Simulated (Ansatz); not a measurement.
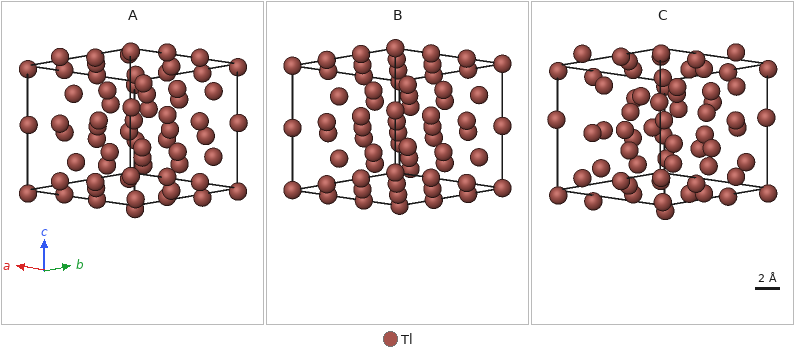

First-principles dynamics of a 36-atom cell of Tl, 600 fs long. The cell was cut from the hcp crystal. 3 frames in shuffled order; frame B is the first. A spheres-only model of the simulation cell, seen from a free direction. Atoms are followed out of the cell.

The calculation used DFT PBEsol, scalar-relativistic, plane waves, PAW (Ansatz 0.2.0). Set-up: plane-wave cutoff 420 eV; k-point mesh 1 × 1 × 1; Fermi-Dirac smearing 0.1 eV; low-accuracy preset; Langevin thermostat (NVT); set temperature 900 K; time step 3 fs; friction 0.02 per fs.

> Put the frames in order of time.

B, A, C, at 0 fs, 180 fs, 600 fs; the root-mean-square distance from the start grows as 0.00, 0.35, 0.70 Å. In the second half of the run the atoms are, in the root-mean-square, this far from where they began (common drift taken out): Tl 0.60 Å. The potential energy sinks well below that of the force-free first frame, so the starting arrangement isn't stable at these settings: the atoms shift into a lower-energy one. With so coarse a k-point mesh for this cell that can be an artefact of the sampling.

Limits of the set-up: the k-point mesh is coarse for a cell with partly filled bands; the program's low-accuracy preset was used.
